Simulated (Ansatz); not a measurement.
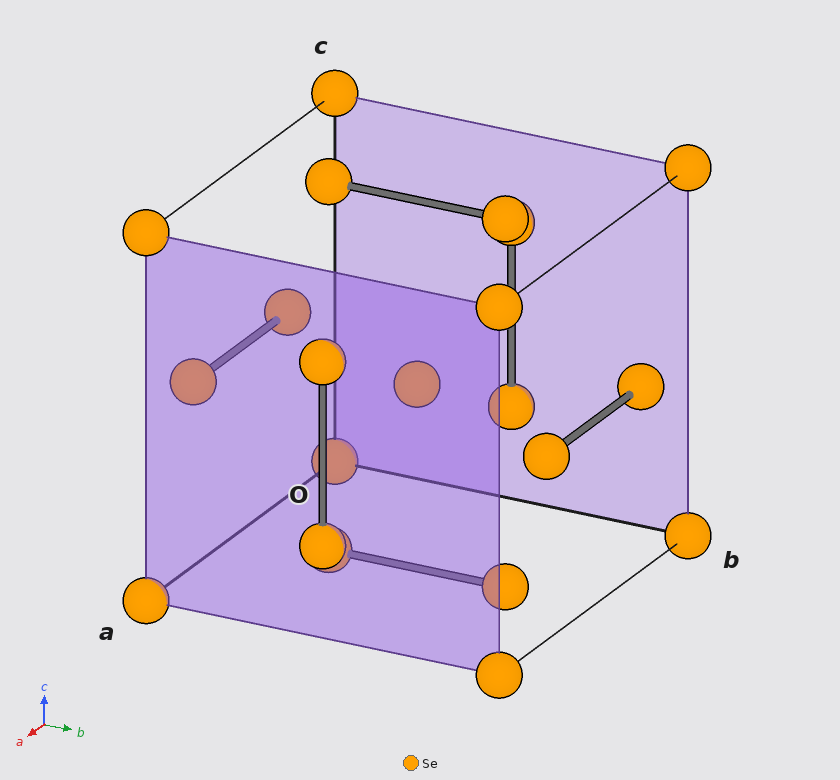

Crystal: Se, the geometry relaxed with Ansatz 0.2.0, DFT, LDA (PW92), plane waves (420 eV) with PAW, scalar-relativistic; the starting structure was generated, so it need not be a known form of this composition. Every member of one family of equally spaced planes, hx + ky + lz = a whole number, that cuts the unit cell is shaded (one member passes through the origin O). All values are computed from the atomic coordinates in the standard setting (tolerance 0.002 Å).

a = 5.363 Å, b = 5.363 Å, c = 5.363 Å, α = 90.00°, β = 90.00°, γ = 90.00°.

What are the Miller indices?

(1 0 0); the opposite sign names the same planes. The member next to the origin meets the axes a at 1, b never, c never.

What is the spacing?

d = 5.363 Å.

Which atoms of the cell lie in these planes (within 0.03 Å)?

3 of the 8 Se.

The space group is Pm-3n, No. 223. How many reflections hkl are equivalent to this one (itself included), and does it occur?

6 reflections are equivalent in the Laue class m-3m. The reflection is systematically absent, by a glide plane.
